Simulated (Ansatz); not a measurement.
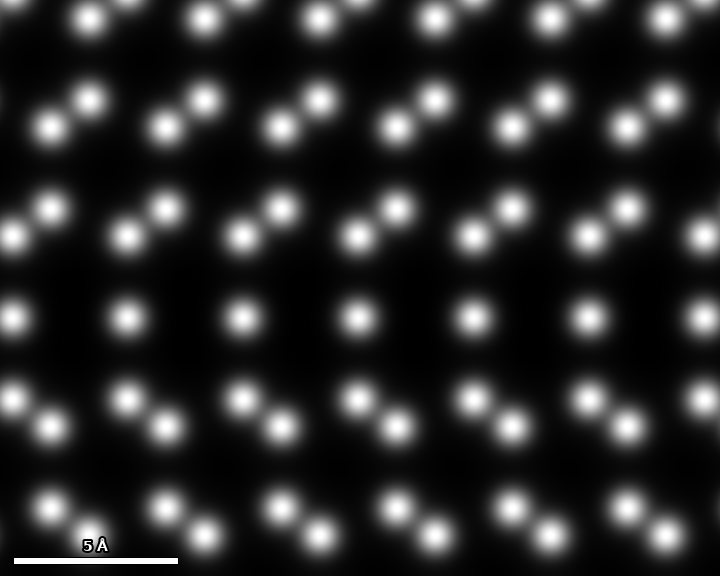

HAADF-like image of W (Fd-3m, No. 227) along [110]. Simulation: incoherent imaging, intensity Z^1.6 per atom, probe width 0.91 Å, thin sample. The probe carries 25 % of its weight in a tail 2.5 times as wide.

One planar defect was built into the perfect crystal by geometry alone, without relaxation. Host structure: the geometry relaxed with DFT PBEsol, scalar-relativistic, plane waves, PAW in Ansatz; the starting structure was generated, so it need not be a known form of this composition.

Where does the periodic pattern break, and how?

Answer. A twin boundary runs horizontally about 10 Å below the top edge. The part above it is the mirror image of the part below, so slanted rows of columns change direction there; the row on the boundary belongs to both.
